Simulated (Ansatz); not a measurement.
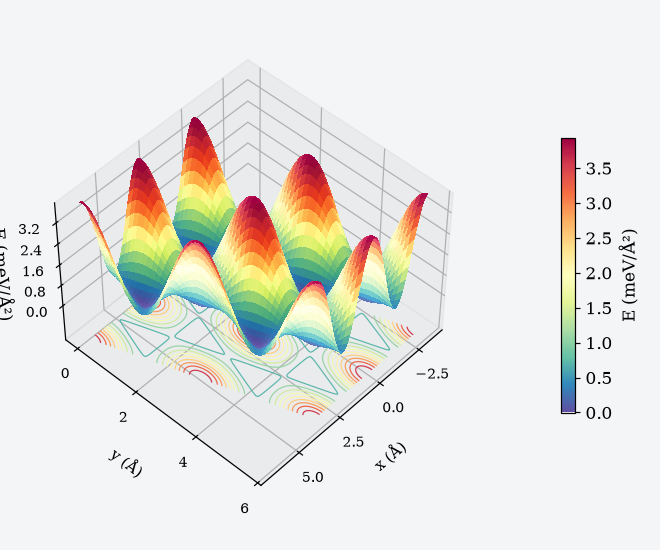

Energy landscape of a bilayer of two WSe₂ sheets (1H type) (6 atoms in the cell). The upper layer of a bilayer is slid over the lower one; relaxed at each slide: nothing; the origin of the map has Se4 above Se3; the distance between the facing planes is held at 3.71 Å. Places are given modulo a cell vector. The map is drawn in real space over the plane of the slide. The scan uses a 6 × 6 grid; 7 points were computed and 29 follow by symmetry. Energies: meV/Å², counted from the lowest grid point. At a held distance the lowest stacking need not be the one that binds best once the distance relaxes. The calculation used DFT PBE+D3(BJ), scalar-relativistic, plane waves, PAW in Ansatz. Settings: cutoff 420 eV, k-mesh 9×9×1, gaussian smearing 0.05 eV, no spin polarisation.

The picture shows a relief with its contours projected below. Between grid points the surface is interpolated. 

What does the map say about the system?

The lowest grid point is at (2/6, 4/6) of the cell vectors; the map holds 2 wells of about this depth. The highest grid point, (0/6, 0/6) of the cell vectors, lies 3.94 meV/Å² above the lowest. On the interpolated surface the easiest way out of the lowest well to a well of about the same depth near (4/6, 2/6) of the cell vectors passes a barrier of about 0.41 meV/Å². Facing atoms of the upper layer at the lowest point: Se above W of a deeper plane; at the highest: Se above Se, the W behind them above W.

The input of one point:

```yaml
crystal:
  lattice:
    - [3.2854929596, 0.0, 0.0]
    - [-1.6427464798, 2.8453203669, 0.0]
    - [0.0, 0.0, 24.2386467078]
  atoms:
    - { symbol: Se, position: [0.3333333333, 0.6666666667, 0.1856539292] }
    - { symbol: W, position: [0.6666666667, 0.3333333333, 0.2551570536] }
    - { symbol: Se, position: [0.3333333333, 0.6666666667, 0.324660178] }
    - { symbol: Se, position: [0.6666666667, 1.3333333333, 0.4777215285] }
    - { symbol: W, position: [1.0, 1.0, 0.5472246529] }
    - { symbol: Se, position: [0.6666666667, 1.3333333333, 0.6167277773] }
basis:
  ecutwfc: 420
kpoints:
  mp_grid: { grid: [9, 9, 1] }
hamiltonian:
  xc: pbe
  pseudopotentials: { kind: paw, azcp: { folder: soft_1 } }
  dispersion: d3bj
scf:
  occupations: { method: gaussian, width: 0.05 }
output:
  forces: true
  eigenvalues: true
efield:
  axis: 3
  dipole_correction: true
  ramp_width: 0.04
```

The whole map (7 points run) took 5.6 min on 1 thread of AMD EPYC 7R43 64-Core Processor (Zen 3), on a shared host.
